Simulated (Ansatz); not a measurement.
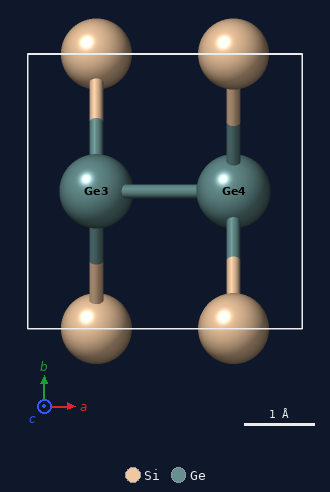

**Figure 1.** The input geometry of the first run (ball-and-stick view of the cell of the calculation, along the c axis; atoms are numbered from 1 in the order of the input).

## What a change does: single-point calculation on GeSi

System: GeSi (4 atoms in the cell).
Method of the first run: DFT, r2SCAN, plane waves, PAW, no spin polarisation (Ansatz 0.2.0).

The structure was built on a prototype by a generator. The geometry comes from this level: r2SCAN. Text and figures count atoms from 1; the logs count them from 0 in places.

Input, the first run:
```yaml
crystal:
  lattice:
    - [3.9252813566, 0.0, 0.0]
    - [0.0, 3.9305886164, 0.0]
    - [0.0, 0.0, 5.5368564597]
  atoms:
    - { symbol: Si, position: [0.75, 0.0, 0.879987731] }
    - { symbol: Si, position: [0.25, 0.0, 0.120012269] }
    - { symbol: Ge, position: [0.25, 0.5, 0.3693836838] }
    - { symbol: Ge, position: [0.75, 0.5, 0.6306163162] }
kpoints:
  mp_grid: { grid: [6, 6, 4] }
hamiltonian:
  xc: r2scan
scf:
  occupations: { method: fixed }
  n_extra_bands: 5
output:
  forces: true
  stress: true
  eigenvalues: true
```

Command:
```bash
ansatz run input.yaml --threads 2 --pin off --max-ram 2764MiB --backend cpu --events-out ev --progress --plain --runs-dir out
```

Hardware: 2 threads of AMD EPYC (Zen 5), 16 GiB of memory available, shared host.

Output, shortened to warnings, some set-up lines, iterations and results (the first run):
```
Basis set: ecut = 500 eV, 2165 PW (Γ), exchange–correlation on 120×120×180 points (64 copies of the dense FFT grid, shifted against one another)
Symmetry: 8 space group operations
k-points: 48 of 144
Initial density: superposition of atomic densities (neutral atoms: chi_scale 0, normalization atom), corrected by the library's trained network
[...]
SCF iter   1: F=—  HF=-9883.868986 eV  |F-HF|=—  |Δ(HF+E_count)|=         —  Δρ=5.59e-3  dr2=2.70e-2  dr2_τ=1.59e-2  ethr=1.77e-3  ⟨swp⟩=4.2  Hψ=4494  notcnv=0  defer=136
SCF iter   2: F=—  HF=-9883.888257 eV  |F-HF|=—  |Δ(HF+E_count)|=   1.93e-2  Δρ=1.97e-3  dr2=3.04e-3  dr2_τ=4.39e-5  ethr=7.51e-5  ⟨swp⟩=2.7  Hψ=2500  notcnv=0  defer=142
SCF iter   3: F=—  HF=-9883.887700 eV  |F-HF|=—  |Δ(HF+E_count)|=   5.57e-4  Δρ=1.28e-3  dr2=9.87e-4  dr2_τ=9.94e-6  ethr=8.43e-6  ⟨swp⟩=2.0  Hψ=2016  notcnv=0  defer=144
SCF iter   4: F=—  HF=-9883.887568 eV  |F-HF|=—  |Δ(HF+E_count)|=   1.31e-4  Δρ=1.87e-4  dr2=1.96e-5  dr2_τ=1.78e-7  ethr=2.74e-6  ⟨swp⟩=2.0  Hψ=1374  notcnv=0  defer=144
SCF iter   5: F=—  HF=-9883.887569 eV  |F-HF|=—  |Δ(HF+E_count)|=   9.37e-7  Δρ=3.35e-5  dr2=1.23e-6  dr2_τ=8.19e-9  ethr=5.43e-8  ⟨swp⟩=3.0  Hψ=2130  notcnv=0  defer=90
SCF iter   6: F=-9883.887569 eV  HF=-9883.887569 eV  |F-HF|=2.47e-10  |Δ(HF+E_count)|=   1.29e-7  Δρ=5.67e-6  dr2=4.66e-8  dr2_τ=8.13e-10  ethr=2.78e-10  ⟨swp⟩=8.7  Hψ=6421  …
SCF 1 converged in 6 iterations: F = -9883.887569 eV  dr2 = 4.66e-8
SCF converged after 6 iterations
Free energy (F): -9883.887569 eV
Harris-Foulkes:  -9883.887569 eV  (|F-HF|=2.47e-10)
Internal energy: -9883.887569 eV  (E = F + TS)
E sigma→0 (E₀):  -9883.887569 eV
Fermi energy:    7.356653 eV
--- Per-component energies (eV) ---
  E_band       = -324.972436
  E_kinetic    = 302.979592
  E_local      = -5652.627182  (includes V_loc(G=0)·N_el)
  E_nonlocal   = 890.389422
  E_hartree    = 2507.811161
  E_xc         = -241.318526
  E_vxc        = -235.442942  (∫ρ·V_xc dr)
  E_paw        = -5107.765458  (= ΣΔE_a)
  E_vpaw       = -657.396263  (= ΣTr[D̂ρ^β])
  E_aug_tail   = 0.000046  (compensation charges beyond the density's cutoff)
  E_vtau       = 11.508644  (kinetic-family band-sum trace: ∫τ·v_τ [+ j·A + Jᵃ·Aᵃ] dr)
  E_ewald      = -2581.032228
  E_core_change = -2.324397  (= ΣΔE_core)
  E_smearing   = -0.000000  (= −TS)
  E_closure    = -0.000000  (closes the sum)
  Σ components = -9883.887569   (vs F -9883.887569, Δ=0.00e0)
--- Forces (eV/Å), atoms counted from 1 ---
  atom   1  Si     0.00000000     0.00000000    -0.00029967
  atom   2  Si     0.00000000     0.00000000     0.00029967
  atom   3  Ge     0.00000000     0.00000000    -0.00035369
  atom   4  Ge     0.00000000     0.00000000     0.00035369
  max |Σ_I F_I| component: 5.42e-20 eV/Å
--- Stress (GPa, compression-positive) ---
        0.004207       0.000000       0.000000
        0.000000      -0.010140       0.000000
        0.000000       0.000000       0.000994
  P = ⅓ Tr σ = -0.0016 GPa (-0.016 kbar)
```

The input of the second run differs as follows (lines with − go, lines with + come):
```diff
-    - [3.9252813566, 0.0, 0.0]
-    - [0.0, 3.9305886164, 0.0]
-    - [0.0, 0.0, 5.5368564597]
+    - [4.0022672028, 0.0, 0.0]
+    - [0.0, 4.007678553, 0.0]
+    - [0.0, 0.0, 5.6454498422]
```

What does this change do to the results?

With the same functional and potentials, the second run lies 18.3 meV per atom higher. The gap on the mesh goes from 0.61 to 0.46 eV. The pressure goes from 0.00 to −4.33 GPa. The volume per atom goes from 21.36 to 22.64 Å³. The cell is scaled evenly with the atoms at fixed fractional positions, so −ΔP/Δ ln V estimates the bulk modulus midway between the two volumes: about 74 GPa. The number of SCF iterations is the same. The plane waves at Γ go from 2165 to 2301.

Output, shortened to warnings, some set-up lines, iterations and results (the second run):
```
Basis set: ecut = 500 eV, 2301 PW (Γ), exchange–correlation on 120×120×180 points (64 copies of the dense FFT grid, shifted against one another)
Symmetry: 8 space group operations
k-points: 48 of 144
Initial density: superposition of atomic densities (neutral atoms: chi_scale 0, normalization atom), corrected by the library's trained network
[...]
SCF iter   1: F=—  HF=-9883.802386 eV  |F-HF|=—  |Δ(HF+E_count)|=         —  Δρ=5.48e-3  dr2=2.86e-2  dr2_τ=1.27e-2  ethr=1.77e-3  ⟨swp⟩=4.1  Hψ=4490  notcnv=0  defer=135
SCF iter   2: F=—  HF=-9883.815405 eV  |F-HF|=—  |Δ(HF+E_count)|=   1.30e-2  Δρ=1.93e-3  dr2=3.64e-3  dr2_τ=3.91e-5  ethr=7.93e-5  ⟨swp⟩=2.6  Hψ=2482  notcnv=0  defer=143
SCF iter   3: F=—  HF=-9883.814681 eV  |F-HF|=—  |Δ(HF+E_count)|=   7.24e-4  Δρ=1.22e-3  dr2=1.12e-3  dr2_τ=9.63e-6  ethr=1.01e-5  ⟨swp⟩=3.0  Hψ=2008  notcnv=0  defer=144
SCF iter   4: F=—  HF=-9883.814462 eV  |F-HF|=—  |Δ(HF+E_count)|=   2.19e-4  Δρ=1.81e-4  dr2=3.05e-5  dr2_τ=2.29e-7  ethr=3.10e-6  ⟨swp⟩=2.0  Hψ=1400  notcnv=0  defer=144
SCF iter   5: F=—  HF=-9883.814462 eV  |F-HF|=—  |Δ(HF+E_count)|=   3.26e-7  Δρ=3.67e-5  dr2=1.67e-6  dr2_τ=1.22e-8  ethr=8.46e-8  ⟨swp⟩=2.1  Hψ=1423  notcnv=0  defer=106
SCF iter   6: F=-9883.814463 eV  HF=-9883.814463 eV  |F-HF|=1.71e-9  |Δ(HF+E_count)|=   4.50e-7  Δρ=6.44e-6  dr2=6.34e-8  dr2_τ=8.33e-10  ethr=2.78e-10  ⟨swp⟩=8.8  Hψ=6433  …
SCF 1 converged in 6 iterations: F = -9883.814463 eV  dr2 = 6.34e-8
SCF converged after 6 iterations
Free energy (F): -9883.814463 eV
Harris-Foulkes:  -9883.814463 eV  (|F-HF|=1.71e-9)
Internal energy: -9883.814463 eV  (E = F + TS)
E sigma→0 (E₀):  -9883.814463 eV
Fermi energy:    6.676280 eV
--- Per-component energies (eV) ---
  E_band       = -345.827824
  E_kinetic    = 299.358735
  E_local      = -5727.372611  (includes V_loc(G=0)·N_el)
  E_nonlocal   = 889.028140
  E_hartree    = 2535.643432
  E_xc         = -239.552238
  E_vxc        = -233.038958  (∫ρ·V_xc dr)
  E_paw        = -5107.210930  (= ΣΔE_a)
  E_vpaw       = -656.532592  (= ΣTr[D̂ρ^β])
  E_aug_tail   = 0.000038  (compensation charges beyond the density's cutoff)
  E_vtau       = 11.451078  (kinetic-family band-sum trace: ∫τ·v_τ [+ j·A + Jᵃ·Aᵃ] dr)
  E_ewald      = -2531.384631
  E_core_change = -2.324397  (= ΣΔE_core)
  E_smearing   = -0.000000  (= −TS)
  E_closure    = -0.000000  (closes the sum)
  Σ components = -9883.814463   (vs F -9883.814463, Δ=0.00e0)
--- Forces (eV/Å), atoms counted from 1 ---
  atom   1  Si     0.00000000     0.00000000     0.01177837
  atom   2  Si     0.00000000     0.00000000    -0.01177837
  atom   3  Ge     0.00000000     0.00000000     0.00417698
  atom   4  Ge     0.00000000     0.00000000    -0.00417698
  max |Σ_I F_I| component: 0.00e0 eV/Å
--- Stress (GPa, compression-positive) ---
       -4.346261       0.000000       0.000000
        0.000000      -4.345247       0.000000
        0.000000       0.000000      -4.297127
  P = ⅓ Tr σ = -4.3295 GPa (-43.295 kbar)
```

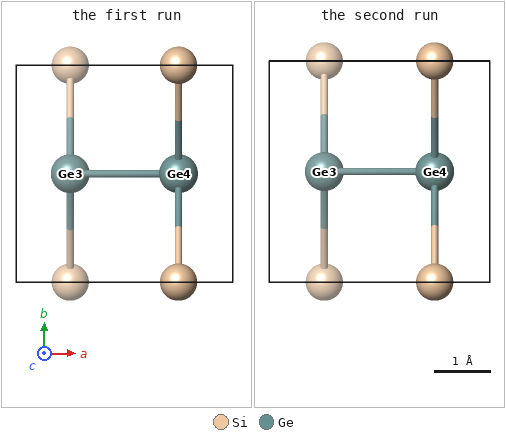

**Figure 2.** The two input geometries at one scale (ball-and-stick view of the cell of the calculation, along the c axis). No atom moves by more than 0.005 Å relative to the cell. The drawn cell changes as follows: a 3.925 → 4.002 Å (+2.0 %), b 3.931 → 4.008 Å (+2.0 %), c 5.537 → 5.645 Å (+2.0 %); the volume changes by +6.0 %. Among the contacts that change: Ge–Ge 2.438 → 2.486 Å, Ge–Si 2.402 → 2.449 Å, Si–Si 2.370 → 2.417 Å.

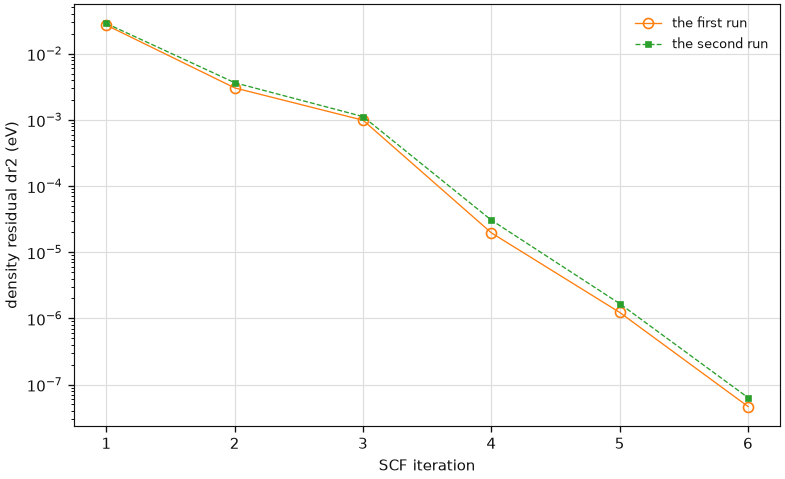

**Figure 3.** Convergence of the two runs: density residual dr2 against the SCF iteration. The first run takes 6 iterations in all, and the second run takes 6.

The two runs side by side:

| quantity | the first run | the second run |
| --- | --- | --- |
| outcome | converged | converged |
| free energy per atom (eV) | −2470.9719 | −2470.9536 |
| gap on the mesh (eV) | 0.61 | 0.46 |
| pressure (GPa) | 0.00 | −4.33 |
| volume per atom (Å³) | 21.36 | 22.64 |
| largest force (eV/Å) | 0.000 | 0.012 |
| SCF iterations | 6 | 6 |
| irreducible k-points | 48 | 48 |
| plane waves at Γ | 2165 | 2301 |
| wall time (shared host) | 2 s | 2.1 s |
